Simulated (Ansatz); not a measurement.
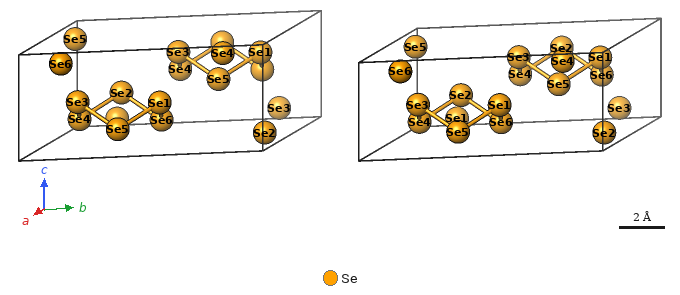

Two geometries of crystalline Se (set up in R-3), drawn at one scale. One is the start of a relaxation, the other its converged end. The picture is a ball-and-stick view of the conventional cell (3 times the calculation's cell), seen slightly off an axis. Lengths and directions refer to the drawn axes.

These are results of DFT, r2SCAN, plane waves (500 eV) with PAW, scalar-relativistic (Ansatz), not measurements. Set-up: plane-wave cutoff 500 eV; k-point mesh 4 × 4 × 4; occupations fermi dirac; smearing width 0.05 eV; no spin polarisation; cell and atoms relaxed; force threshold 0.01 eV/Å; at most 60 steps.

Q: Which geometry has the lower energy?

A: The left one is the relaxed one. Phase: rhombohedral Se6. Over 5 accepted moves (7 points after the start) the energy falls by 6.6 meV per atom. The largest force component goes from 0.1 to 0.0013 eV/Å. The pressure goes from 1.18 to 0.00 GPa. The line search rejected the trial step at point 3 of the run. At 1 point the geometry stayed and the basis and grid were re-selected for the new cell (energy shift of 0.1 meV per atom at most each time). The largest moves relative to the cell, 0.048 Å, are those of Se1, Se2, Se3, Se4, Se5 and Se6. Se6 goes roughly along [1 1 3]. The drawn cell changes as follows: a = b 11.362 → 11.368 Å (0.0 %), c 4.429 → 4.777 Å (+7.9 %); the volume changes by +8.0 %. Some distances before and after: Se1–Se5 2.356 → 2.366 Å. The space group stays R-3 (No. 148). The run took 3.4 min on 1 thread of Intel(R) Xeon(R) Platinum 8259CL CPU @ 2.50GHz (Skylake/Cascade Lake), with other jobs on the host, peak memory 1.2 GiB.
